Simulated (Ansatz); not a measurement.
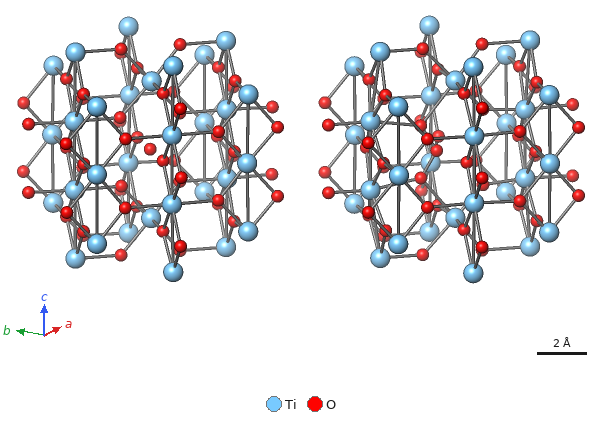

Two geometries of a defect cell of composition Ti$_{23}$O$_{49}$, drawn at one scale. One is the start of a relaxation, the other its converged end. Style: ball-and-stick. Shown: the atoms within 5.8 Å of the atom that moves most (axes of the cell of the calculation (origin shifted)), from a free direction.

Level of theory: DFT, PBEsol, PAW, plane waves (Ansatz 0.2.0). Set-up: plane-wave cutoff 420 eV; k-point mesh 1 × 1 × 1; mesh shifted by (0.25, 0.25, 0.25); collinear spin; atoms relaxed in a fixed cell; force threshold 0.03 eV/Å; at most 80 steps.

Which one is relaxed?

The right one is the relaxed one. The atoms of the start lie slightly off their symmetric places, so part of the fall in energy undoes that. After 15 geometry steps the energy has fallen by 4.024 eV per cell of the calculation. Largest force component: 1.2 eV/Å at the start, 0.012 eV/Å at the end. The atom that moves furthest is an O atom (0.63 Å along [−1 1 0]). By element the largest moves are O 0.63 Å, Ti 0.27 Å. The cell doesn't change. Some distances before and after: O–O 1.939 → 1.311 Å, O–Ti 1.957 → 2.344 Å, O–Ti 1.984 → 2.344 Å, O–Ti 1.961 → 2.187 Å. New bonds form, among them: O–O (1.93 → 1.31 Å), O–O (1.94 → 1.31 Å). Bond angles that change, for instance: Ti–O–Ti 132.9° → 119.9°, Ti–O–Ti 130.4° → 120.0°, Ti–O–Ti 96.2° → 104.1°. The program noted that the starting moments weren't kept.
